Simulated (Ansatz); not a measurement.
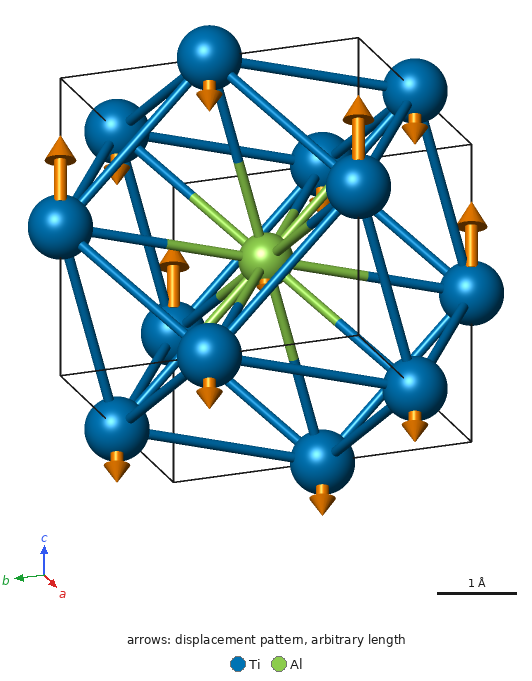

One vibrational mode of crystalline Ti$_{3}$Al (a generated structure) at the zone centre. The orange arrows are the displacements of the atoms (eigenvector over the root of the mass), of arbitrary overall length and sign. A ball-and-stick model of the cell of the calculation, seen from a free direction.

All numbers below come from DFT PBE, scalar-relativistic, plane waves, PAW (Ansatz).

Input file:
```yaml
crystal:
  lattice:
    - [4.0581244817, 0.0, 0.0]
    - [0.0, 4.0581244817, 0.0]
    - [0.0, 0.0, 4.0581244817]
  atoms:
    - { symbol: Ti, position: [0.0, 0.5, 0.0] }
    - { symbol: Ti, position: [0.0, 0.0, 0.5] }
    - { symbol: Ti, position: [0.5, 0.0, 0.0] }
    - { symbol: Al, position: [0.5, 0.5, 0.5] }
basis:
  ecutwfc: 420
kpoints:
  mp_grid: { grid: [12, 12, 12] }
hamiltonian:
  xc: pbe
scf:
  occupations: { method: fermi_dirac, width: 0.15 }
output:
  eigenvalues: true
phonons:
  method: dfpt
  eigenvectors: true
  qmesh: [2, 2, 2]
  temperatures: { t_max: 1000, t_step: 100 }
  qpath:
    path:
      - [[0.0, 0.0, 0.0], [0.0, 0.5, 0.0], [0.5, 0.5, 0.0], [0.0, 0.0, 0.0], [0.5, 0.5, 0.5], [0.0, 0.5, 0.0]]
      - [[0.5, 0.5, 0.5], [0.5, 0.5, 0.0]]
    npoints: 8
```

Command:
```bash
ansatz run input.yaml --threads 1 --pin off --max-ram 2560MiB --backend cpu --events-out ev --progress --plain --runs-dir out
```

The frequencies depend somewhat on the k-mesh and the smearing.

What mode is this, and where does it lie in the spectrum?

Answer. This is the T₁u mode (triply degenerate; one member of the set is drawn) at 218 cm⁻¹, the lowest optical level, infrared-active by symmetry. All motion is along c; the kinetic energy is shared as Ti 98 %, Al 2 %. The crystal is a metal, so free carriers screen the infrared response.
